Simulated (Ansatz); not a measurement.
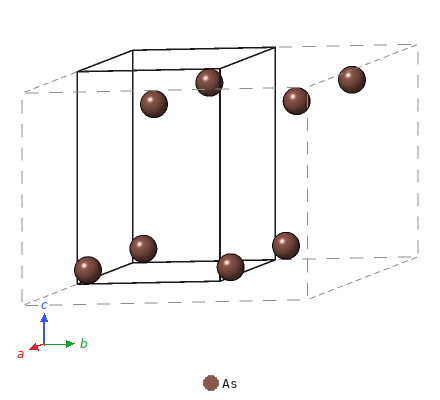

The structure; the drawing may span several cells.

Given this structure, coordinates from a relaxation with DFT PBE, scalar-relativistic, plane waves, PAW (Ansatz); the starting structure was generated, so it need not be a known form of this composition, written in its standard cell:

Space group P-3m1 (No. 164). a = 3.612 Å, b = 3.612 Å, c = 5.407 Å, α = 90.00°, β = 90.00°, γ = 120.00°
| atom | site | symmetry | x | y | z |
| --- | --- | --- | --- | --- | --- |
| As | 2d | 3m. | 0.3333 | 0.6667 | 0.8715 |

Predict the [100] zone-axis pattern (100 kV, kinematic, B = 0.3 Å²).

The spots form a rectangular net whose two shortest vectors correspond to d = 5.41 Å and 3.13 Å, 90.0° apart. They are 0 0 1 and 0 1 0. The pattern has symmetry 2. No reflection of this zone is absent.

Strongest reflections with d > 0.95 Å, one of each family (|F|² from tabulated Gaussian fits of the electron scattering factors, times a small damping for the curvature of the Ewald sphere):

| hkl | d (Å) | I (strongest = 100) |
| --- | --- | --- |
| 0 0 1 | 5.407 | 100 |
| 0 1 1 | 2.707 | 94 |
| 0 1 -2 | 2.045 | 47 |
| 0 1 2 | 2.045 | 43 |
| 0 1 0 | 3.128 | 31 |
| 0 1 -3 | 1.562 | 30 |

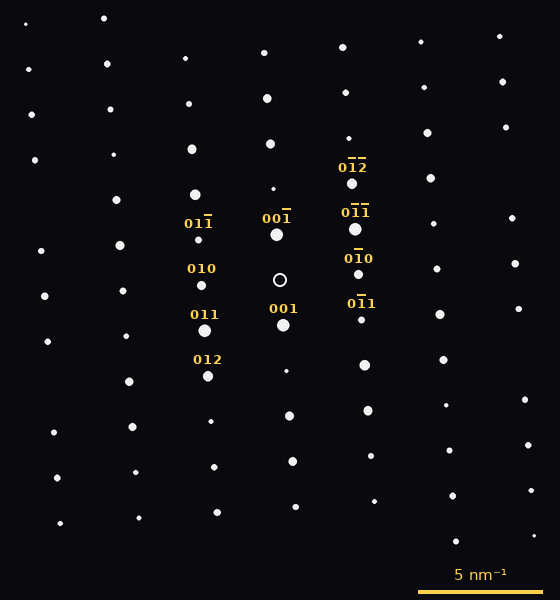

Calculated pattern, seen from the source side with [100] pointing towards the source.
